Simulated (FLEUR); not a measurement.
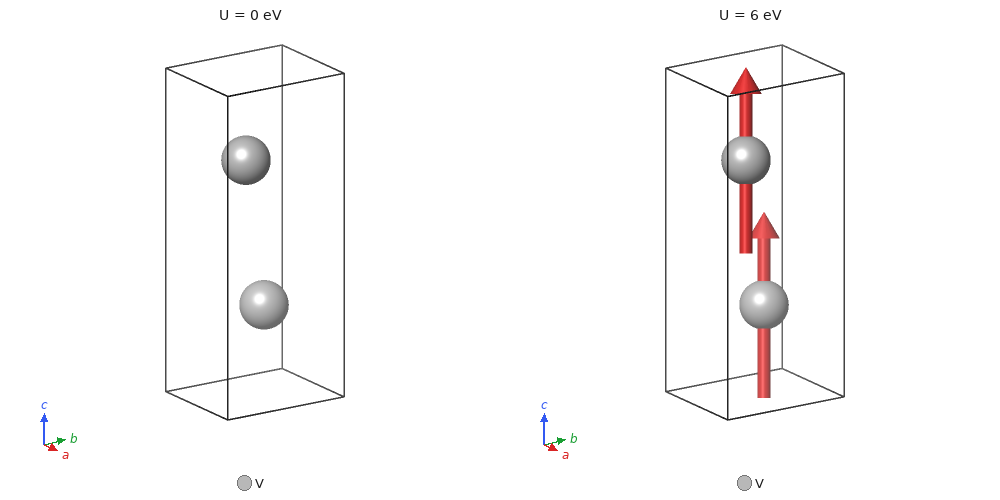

V, hexagonal close-packed (Mg type), space group P6₃/mmc (No. 194), a = 2.604 Å, b = 2.604 Å, c = 4.723 Å, α = 90.00°, β = 90.00°, γ = 120.00°. The run's cell of 2 atoms at the smallest and the largest U, with site moments above 0.25 μB as arrows (red up, blue down). The cell is a structure listed in the Materials Project. This isn't the form of V at room conditions, which is bcc.

One fixed geometry was run with a growing Hubbard U on V d. Alike in all runs: FLEUR MaX-R8.1 (later development tree); functional LDA; potentials all-electron; basis FLAPW; kmax 4.34 1/bohr; k mesh 10 × 10 × 5 on the run's cell of 2 atoms; occupations fermi-dirac, width 0.05 eV; collinear spin, ferromagnetic start; no spin-orbit coupling.

```tsv
U (eV)	gap (eV)	mean size of the moment on V (μB)
0	metal	0.00
1	metal	0.00
2	?	?
3	metal	0.54
4	metal	0.82
5	metal	0.91
6	metal	1.19
```

> Fill in the row that is left out.

At U = 2 eV the run gave no gap and 0.00 μB on V. A straight line between the neighbouring rows gives 0.27 μB, so the trend isn't linear here.

> Does the magnetic order stay the same along the series?

No: non-magnetic at U = 0, 1 and 2 eV; ferromagnetic at U = 3, 4, 5 and 6 eV.

Total energies at different U can't be compared. Each run keeps the state that it reached from its start, which need not be the lowest.

Caveat: a Hubbard U is seldom apt in metals and their alloys, so what it brings about there may be an artefact.
